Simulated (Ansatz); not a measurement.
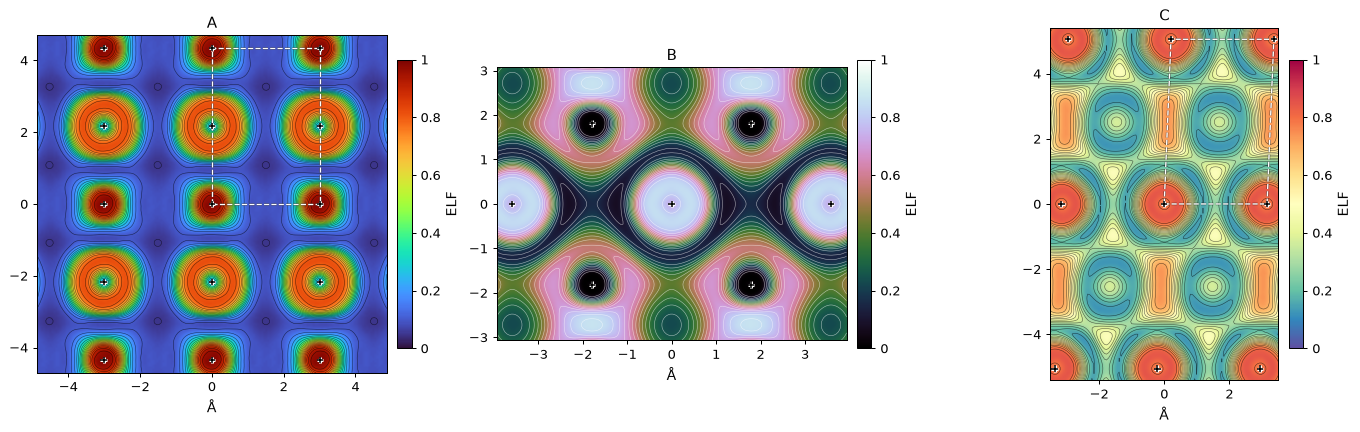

The electron localisation function of 3 systems, each on a plane through atoms (crosses mark nuclei in the plane).

Level of theory: DFT, PBE, PAW with Ansatz's default frozen-core files, scalar-relativistic in Ansatz.

System 1: Hf, the (010) plane of the conventional cell. Space group P-1; changed on purpose from its base cell (equal xy, yz and zx shear strains of -3 %, PAW files).

System 2: CoO, the (100) plane of the conventional cell. Space group I4/mmm; changed on purpose from its base cell (zz strain of +2 %, PAW files); computed pressure about −5 GPa in this cell; spin-polarised.

```cif
data_structure
_symmetry_space_group_name_H-M 'P 1'
_symmetry_Int_Tables_number 1
_cell_length_a 3.0144
_cell_length_b 3.0144
_cell_length_c 4.3483
_cell_angle_alpha 90.000
_cell_angle_beta 90.000
_cell_angle_gamma 90.000
_cell_volume 39.51
loop_
_atom_site_label
_atom_site_type_symbol
_atom_site_fract_x
_atom_site_fract_y
_atom_site_fract_z
_atom_site_occupancy
Co1 Co 0.00000 0.00000 0.00000 1
Co2 Co 0.50000 0.50000 0.50000 1
O1 O 0.50000 0.50000 0.00000 1
O2 O 0.00000 0.00000 0.50000 1
```

System 3: HfB₂, the (110) plane of the conventional cell. Space group P6/mmm; changed on purpose from its base cell (zz strain of +3 %, PAW files); computed pressure about −5 GPa in this cell.

```xyz
3
Lattice="3.1400 0.0000 0.0000 -1.5700 2.7193 0.0000 0.0000 0.0000 3.5844" Properties=species:S:1:pos:R:3 pbc="T T T"
Hf    0.0000    0.0000    0.0000
B     0.0000    1.8129    1.7922
B     1.5700    0.9064    1.7922
```

Match each panel to its system.

Panel A is system 2, CoO: the plane holds Co and O. Co–O (2.17 Å): the ELF peaks at about 0.80 in the valence shell of O, 0.6 Å from its nucleus, and is about 0.15 at the midpoint; no shared electron pair shows on this line. Panel B is system 3, HfB₂: the plane holds Hf and B. Hf–B (2.55 Å): the ELF peaks at about 0.60 in the valence shell of B, 0.8 Å from its nucleus, and is about 0.15 at the midpoint. Panel C is system 1, Hf: the plane holds Hf. Hf–Hf (3.16 Å): the ELF is about 0.25 at the midpoint: no shared electron pair shows on this line.
